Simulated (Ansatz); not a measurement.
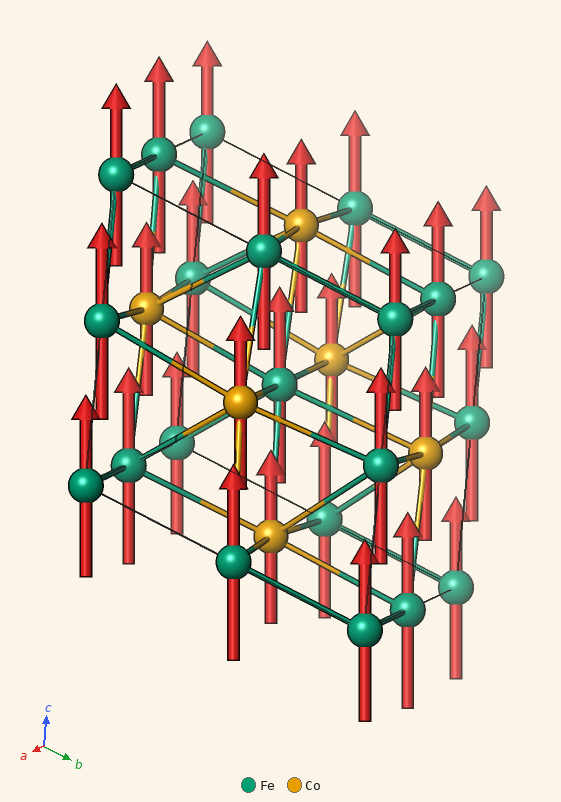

This ball-and-stick model is shown slightly off an axis. The simulation cell is outlined; an atom on or near a face, edge or corner is repeated at each equivalent position. Arrows are the site magnetic moments above 0.25 μB; longer means larger, and red and blue are up and down (without spin-orbit coupling the axis itself is arbitrary).

This is the state reached for Fe₅Co₃. Run with DFT PBE, scalar-relativistic, plane waves, PAW (Ansatz 0.2.0) and these settings: a 420 eV plane-wave basis, k-point mesh 10×10×10, Gaussian smearing of 0.1 eV, collinear spins.

Question: Describe the spin arrangement.

Answer: Ferromagnetic (within this cell). Site moments: 5 Fe +2.0 to +2.5 μB and 3 Co +1.8 μB. The net spin moment of the whole cell is 17.0 μB.

Starting structure: a structure listed in the Materials Project. The cell was then strained or its atoms displaced on purpose. A calculation with Ansatz used it as input.

At this level of theory the cell isn't at rest (compressed, at 38 GPa and forces up to 1.0 eV/Å), so its distances can differ from those at equilibrium, the more so the softer the solid, and its magnetic state may change on relaxation.
